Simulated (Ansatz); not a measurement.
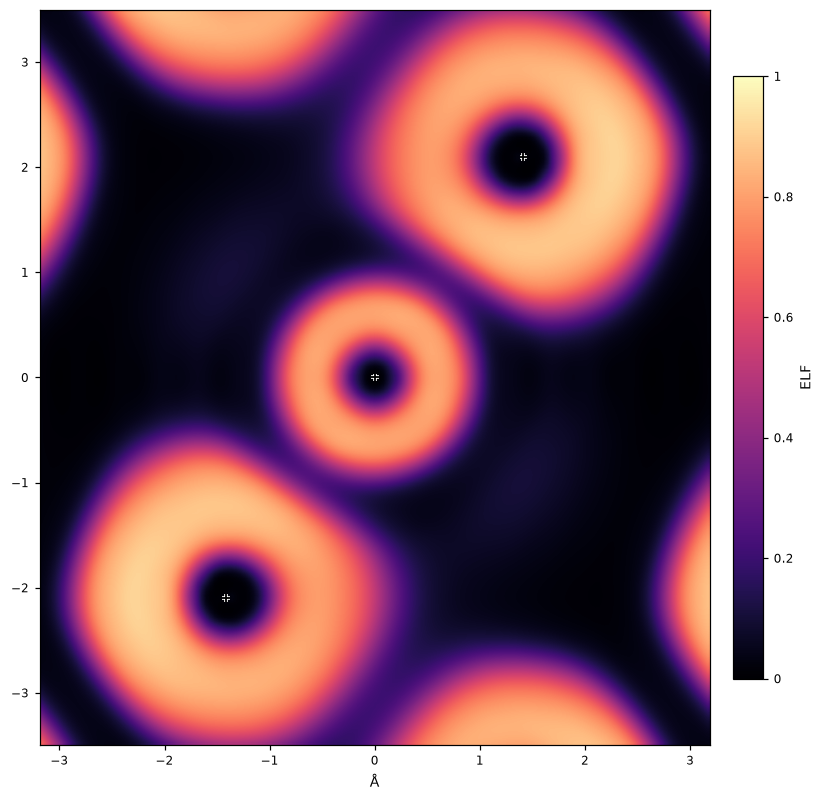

The ELF on a plane through atoms (crosses mark nuclei in the plane).

Level of theory: DFT, PBE, PAW with Ansatz's default frozen-core files, scalar-relativistic (Ansatz 0.2.0).

Candidates:
A. ZrS2, a = 3.63 Å, b = 3.63 Å, c = 5.67 Å, α = 90.00°, β = 90.00°, γ = 120.00°. Space group P-3m1; changed on purpose from its base cell (zz strain of -3 %, PAW files); not relaxed (largest force 0.6 eV/Å); computed pressure about 6 GPa in this cell.
B. Si, a = 5.54 Å, b = 5.54 Å, c = 5.54 Å, α = 90.00°, β = 90.00°, γ = 90.00°. Space group Fd-3m; computed pressure about −3 GPa in this cell.
C. TiC, a = 3.09 Å, b = 3.09 Å, c = 4.33 Å, α = 90.00°, β = 90.00°, γ = 90.00°. Space group I4/mmm; changed on purpose from its base cell (equal xx and yy strain of +1 %, PAW files); computed pressure about −4 GPa in this cell; computed without spin polarisation.

> Which candidate gave the map?

Candidate A: ZrS2 on the (110) plane of the conventional cell, which holds Zr and S. Zr–S (2.53 Å): the ELF peaks at about 0.85 in the valence shell of S, 0.8 Å from its nucleus, and is about 0.40 at the midpoint.
